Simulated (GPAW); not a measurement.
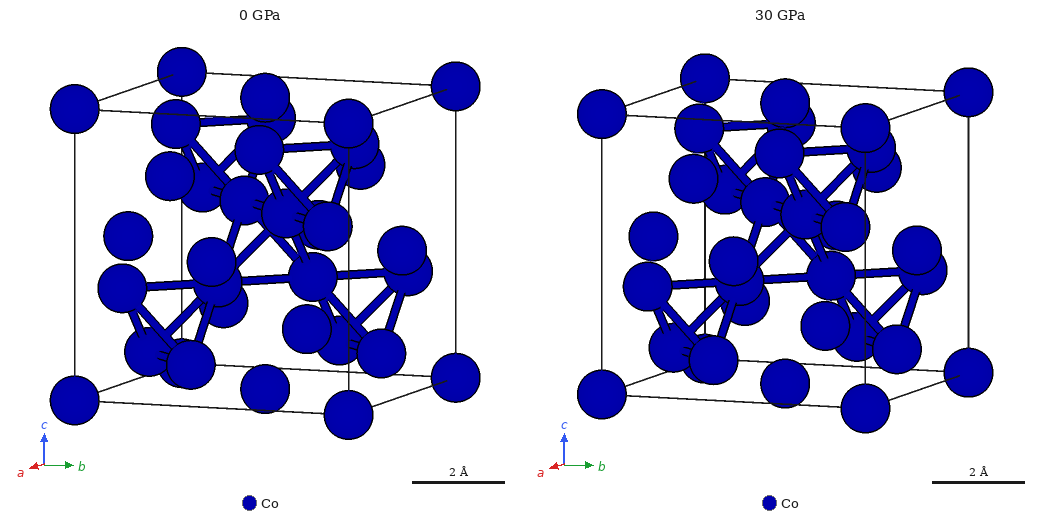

Co, space group Fd-3m (No. 227), relaxed (cell and atoms) under a series of hydrostatic pressures; the conventional cell is drawn at the lowest and the highest, to one scale (sticks follow a distance rule). The start was a structure listed in the Materials Project. This isn't the form of Co at room conditions, which is hcp.

Alike in all runs: GPAW 26.7.0; functional PBEsol; potentials PAW data sets generated in the run's folder for this functional; cutoff 600 eV; k mesh 5 × 5 × 5 on the run's cell of 6 atoms; occupations fermi-dirac, width 0.05 eV; collinear spin, ferromagnetic start; no spin-orbit coupling.

```tsv
pressure (GPa)	volume (Å³/atom)	a (Å)	moment (μB/atom)
0.0	11.072	6.429	1.76
1.9	10.975	6.410	1.75
4.9	10.834	6.383	1.73
10.3	?	?	?
19.9	10.217	6.259	1.62
30.0	9.863	6.186	1.49
```

### Fit a third-order Birch-Murnaghan equation to the rows given and use it to fill in the volume that is left out.

The fit gives V0 = 11.07 Å³/atom, B0 = 223 GPa and B0′ = 2.7, which puts the volume at 10.3 GPa at 10.60 Å³/atom. The run gave volume 10.596 Å³/atom; a 6.335 Å; moment 1.70 μB/atom.

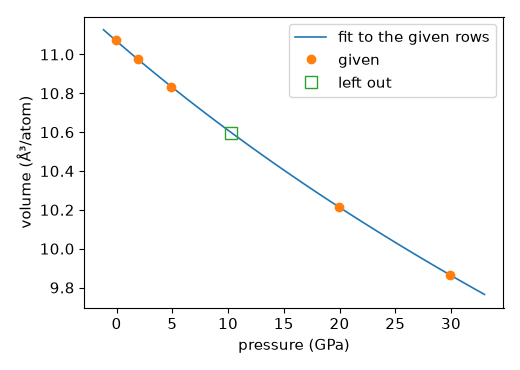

Volume against pressure, with the fit. The structure was kept in its own symmetry, so a change to another phase within this range wouldn't be seen.

Caveat: each step starts from the last one's moments, so a moment once lost doesn't come back; later steps reuse the first step's grids.
